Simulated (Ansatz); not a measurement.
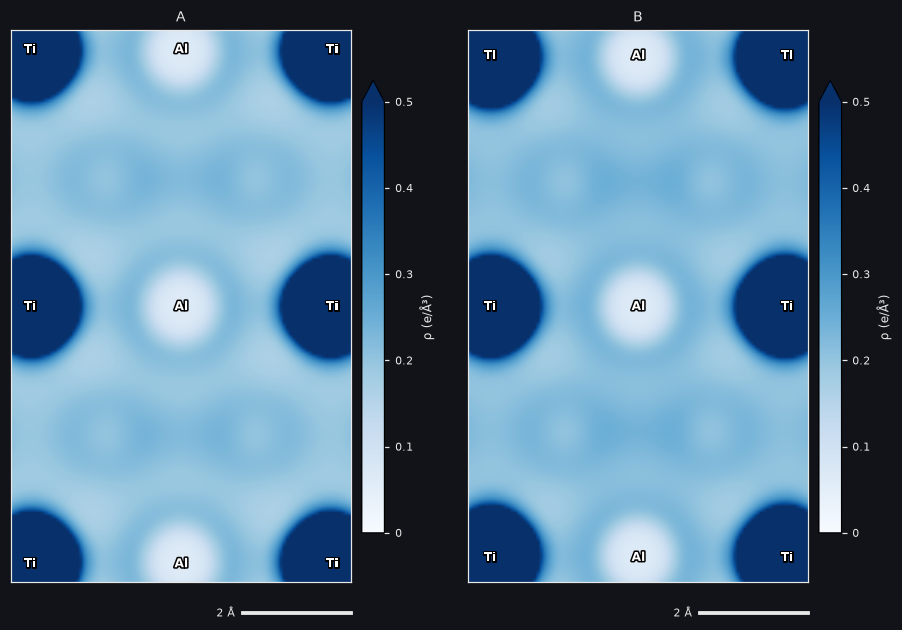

TiAl3. The valence electron density of two cells that differ in size and shape, on the (100) plane of each (indices in the axes of the calculation cell), at one length scale and on one colour scale; one has 15.4 and the other 16.4 Å³ an atom.

Space group P6₃/mmc; a structure generated by program, which may or may not match a known phase; computed without spin polarisation.

Method: DFT PBE, scalar-relativistic, plane waves, PAW (Ansatz 0.2.0).

The larger cell:

```
CELL_PARAMETERS angstrom
5.62162 0.00000 0.00000
-2.81081 4.86847 0.00000
0.00000 0.00000 4.78254
ATOMIC_POSITIONS crystal
Ti 0.33333 0.66667 0.75000
Ti 0.66667 0.33333 0.25000
Al 0.83399 0.66799 0.75000
Al 0.16601 0.33201 0.25000
Al 0.33201 0.16601 0.75000
Al 0.66799 0.83399 0.25000
Al 0.16601 0.83399 0.25000
Al 0.83399 0.16601 0.75000
```

The smaller cell: a = 5.524 Å, b = 5.524 Å, c = 4.665 Å, α = 90.00°, β = 90.00°, γ = 120.00°.

### Which is the denser cell? Describe the effect of the change.

Panel B is the smaller cell, by 6 % in volume. From the larger cell to the smaller, Ti–Al goes from 2.81 to 2.76 Å, and the density at its midpoint from 0.21 to 0.22 e/Å³; the pressure goes from −2.9 to 3.3 GPa.
